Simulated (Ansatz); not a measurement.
# Ga₂₅N₂₃ (cell with a defect): what the fields show

```
CELL_PARAMETERS angstrom
-3.21837 5.57438 5.24317
-3.21837 -5.57438 5.24317
6.43674 0.00000 5.24317
ATOMIC_POSITIONS crystal
Ga 0.31313 0.64647 0.47980
Ga 0.66177 0.50012 0.33105
Ga 0.00927 0.83393 0.66644
Ga 0.16678 0.49772 0.82844
Ga 0.50060 0.83310 0.17594
Ga 0.16439 0.99510 0.33345
Ga 0.49977 0.34260 0.66726
Ga 0.83879 0.66548 0.99995
Ga 0.83328 0.17212 0.49881
Ga 0.33215 0.16661 0.00545
Ga 0.66403 0.99736 0.83070
Ga 0.99769 0.33103 0.16436
Ga 0.70190 0.84317 0.48871
Ga 0.99626 0.66277 0.32409
Ga 0.32204 0.03524 0.67651
Ga 0.50984 0.65538 0.86857
Ga 0.83702 0.00017 0.16082
Ga 0.49946 0.16555 0.33807
Ga 0.83222 0.50474 0.66612
Ga 0.17141 0.83279 0.99889
Ga 0.15742 0.32959 0.49611
Ga 0.66684 0.32749 0.00368
Ga 0.99416 0.17035 0.83350
Ga 0.32944 0.49076 0.16293
Ga 0.45445 0.78779 0.62112
N 0.79360 0.62139 0.45362
N 0.12318 0.96442 0.79627
N 0.28806 0.62028 0.96027
N 0.63109 0.96293 0.28984
N 0.28695 0.12693 0.45472
N 0.62960 0.45651 0.79775
N 0.96255 0.79290 0.12066
N 0.95400 0.29589 0.62623
N 0.45957 0.28733 0.12922
N 0.79063 0.12396 0.95730
N 0.12258 0.45592 0.28925
N 0.45587 0.61727 0.27741
N 0.79180 0.45793 0.12487
N 0.11074 0.78920 0.45060
N 0.28393 0.44408 0.62254
N 0.63283 0.79489 0.97278
N 0.29414 0.95715 0.12717
N 0.62381 0.29383 0.46081
N 0.96050 0.62748 0.79048
N 0.95820 0.12513 0.29127
N 0.46156 0.13944 0.79950
N 0.80611 0.96616 0.62822
N 0.12460 0.29153 0.95846
```

These are results of DFT PBE, scalar-relativistic, plane waves, PAW in Ansatz, not measurements.

In a PAW calculation such maps are meaningful between the atoms, not at the nuclei.

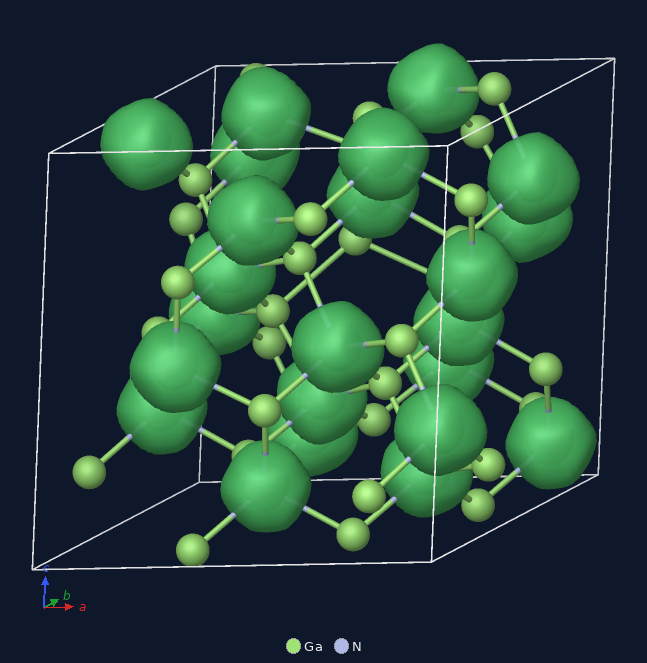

Figure 1. Isosurface of the ELF at 0.7 (green), seen slightly off an axis. Core shells and regions of very low density are left out. Sticks mark near contacts.

Q: Identify the bonds, lone pairs and shells in this picture.

A: The surface consists of 23 regions wrapped around N (the valence shell of each), counted in one cell of 48 atoms. Regions shared between cells count once.


Ga–N (1.93 Å): the ELF peaks at about 0.85 in the valence shell of N, 0.7 Å from its nucleus, and is about 0.45 at the midpoint. Ga–Ga (2.22 Å): the ELF peaks at about 0.60 between the atoms.

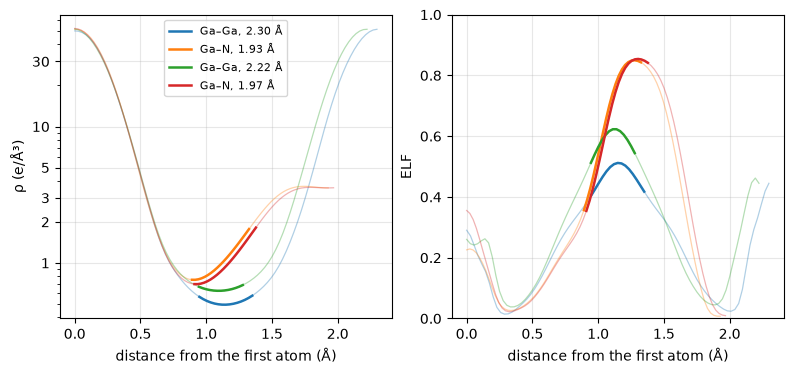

Figure 2. Valence charge density (pseudo) and electron localisation function along straight lines between neighbouring atoms. Thin, pale parts lie inside the atomic spheres.

Q: Compare the contacts.

A: Ga–Ga (2.30 Å): ρ is about 0.49 e/Å³ halfway; the ELF reaches about 0.50 near the midpoint.
Ga–N (1.93 Å): ρ at the midpoint is about 0.77 e/Å³; the ELF peaks at about 0.85 in the valence shell of N, 0.7 Å from its nucleus, and is about 0.45 at the midpoint.
Ga–Ga (2.22 Å): the density is about 0.63 e/Å³ at the midpoint; the ELF peaks at about 0.60 between the atoms.
Ga–N (1.97 Å): ρ is about 0.72 e/Å³ halfway; the ELF peaks at about 0.85 in the valence shell of N, 0.7 Å from its nucleus, and is about 0.45 at the midpoint.

Q: Metal or insulator at this level of theory?

A: It is gapless in this calculation (a metal or semimetal).
